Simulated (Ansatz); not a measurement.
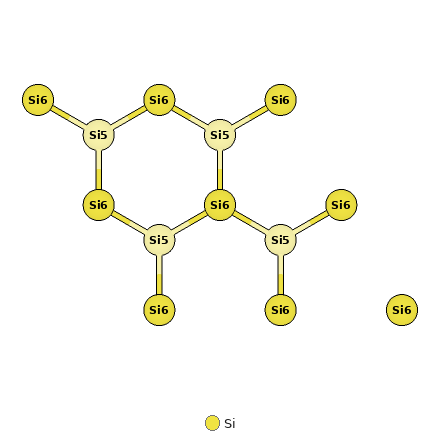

The system is C on a Si(001) slab cut from the P6_3/mmc phase, its upper half relaxed before the scan (6 atoms of substrate and one adsorbate in a 1 × 1 cell); the picture shows it without the atoms that are moved over the map. C is moved over the surface cell; relaxed at each place: the height of the adsorbate's atoms; substrate rigid; the origin of the map has the adsorbate above Si6. Places are given modulo a cell vector. The map is drawn in real space over the plane of the surface. The grid has 6 × 6 points; 10 points were computed and 26 follow by symmetry. All energies are given in eV relative to the lowest grid point. Energies and slopes of some neighbouring points disagree (a jump in structure or state, or too coarse a mesh). At some places the adsorbate sinks to or below the level of the top layer. The magnetic moment jumps between some neighbouring points. With one adsorbate in each 1 × 1 cell, its nearest image is 3.9 Å away, so neighbouring adsorbates interact. Level of theory: DFT PBE, scalar-relativistic, plane waves, PAW (Ansatz 0.2.0). Settings: cutoff 420 eV, k-mesh 9×9×1, gaussian smearing 0.05 eV, spin-polarised.

Range: position of C7 along the first surface vector from 0.000 to 0.833; position of C7 along the second surface vector from 0.000 to 0.833.

Q: Predict the map.

A: The lowest grid point is at a bridge site between two Si atoms, (0/6, 3/6) of the cell vectors. The same energy is found at a bridge site between two Si atoms, (3/6, 0/6) of the cell vectors; a bridge site between two Si atoms, (3/6, 3/6) of the cell vectors. The highest grid point, the top site over a surface Si atom, (0/6, 0/6) of the cell vectors, lies 1.71 eV above the lowest. At the lowest point the adsorbate has 1 Si at 1.77 Å as nearest neighbours, at the highest 1 Si at 1.89 Å. Its relaxed height above the top atom is 0.70 Å at the lowest and 1.89 Å at the highest point.

```tsv
second ↓, first →	0/6	1/6	2/6	3/6	4/6	5/6
5/6	1.68	1.03	0.53	0.53	1.03	1.68
4/6	0.90	0.53	1.42	0.53	0.90	1.57
3/6	0.00	0.53	0.53	0.00	0.19	0.19
2/6	0.90	1.03	0.90	0.19	0.66	0.19
1/6	1.68	1.68	1.57	0.19	0.19	1.57
0/6	1.71	1.68	0.90	0.00	0.90	1.68
```

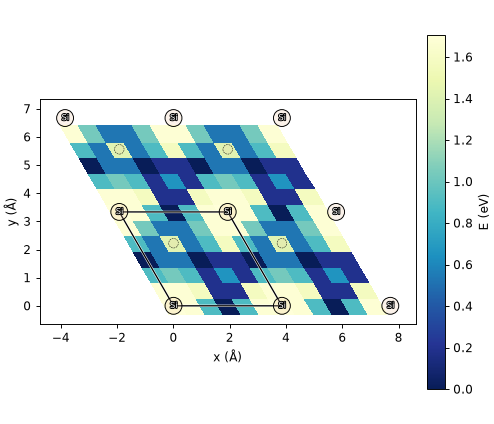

The picture shows one coloured cell a grid point, labelled circles for the atoms of the top layer and small ones for the second layer, the outline of one cell of the 2 × 2 shown.

Each point was launched as `ansatz run input.yaml --threads 1 --pin off --max-ram 3072MiB --backend cpu --events-out ev --progress --plain --runs-dir out`. Time for the 10 points that were run: 46 min on 1 thread of Arm Neoverse V1, on a shared host.

PAW datasets: the set soft_1.
